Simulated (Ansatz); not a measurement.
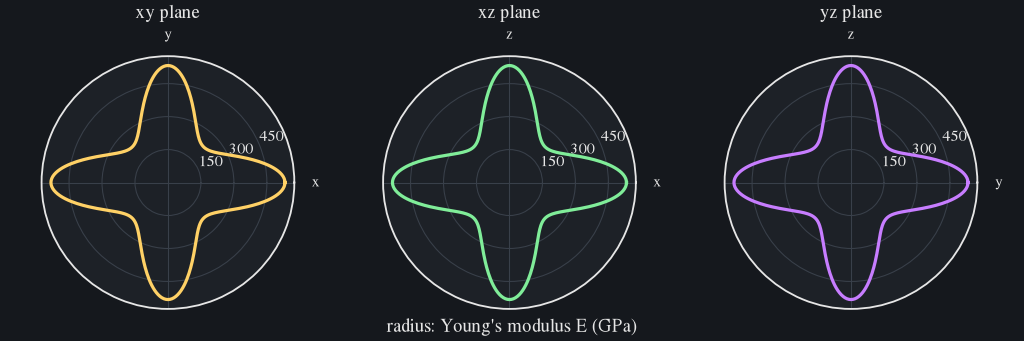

The figure shows the Young's modulus as a function of direction in the xy, xz and yz planes for ZrO₂, space group Fm-3m (No. 225) (cell built by us, not taken from a database).

The given structure:
```yaml
crystal:
  lattice:
    - [0.00000, 2.54464, 2.54464]
    - [2.54464, 0.00000, 2.54464]
    - [2.54464, 2.54464, 0.00000]
  atoms:
    - { symbol: Zr, position: [0.00000, 0.00000, 0.00000] }
    - { symbol: O, position: [0.25000, 0.25000, 0.25000] }
    - { symbol: O, position: [0.75000, 0.75000, 0.75000] }
```

How it was computed, with Ansatz 0.2.0: plane-wave density functional theory, PAW datasets, Gaussian smearing 0.05 eV: elastic constants from the stress of strained cells with relaxed atoms, Voigt order in the Cartesian frame of the cell vectors, engineering shear strains. Level: r2SCAN, no spin polarisation.

- PAW set: soft_2
- wave cutoff: 500 eV
- k mesh: 8×8×8

> How anisotropic is Young's modulus?

Over all directions E runs from 193 to 532 GPa, a ratio of 2.8, a strong anisotropy.

> What is E along the Cartesian axes and along their diagonal?

E is 532 GPa along x, y and z alike, and 193 GPa along the body diagonal x + y + z.

The computed values:

Stiffness matrix C (GPa), Voigt order:
|  | xx | yy | zz | yz | xz | xy |
| --- | --- | --- | --- | --- | --- | --- |
| xx | 564.4 | 103.4 | 103.4 | 0.0 | 0.0 | 0.0 |
| yy | 103.4 | 564.4 | 103.4 | 0.0 | 0.0 | 0.0 |
| zz | 103.4 | 103.4 | 564.4 | 0.0 | 0.0 | 0.0 |
| yz | 0.0 | 0.0 | 0.0 | 70.1 | 0.0 | 0.0 |
| xz | 0.0 | 0.0 | 0.0 | 0.0 | 70.1 | 0.0 |
| xy | 0.0 | 0.0 | 0.0 | 0.0 | 0.0 | 70.1 |
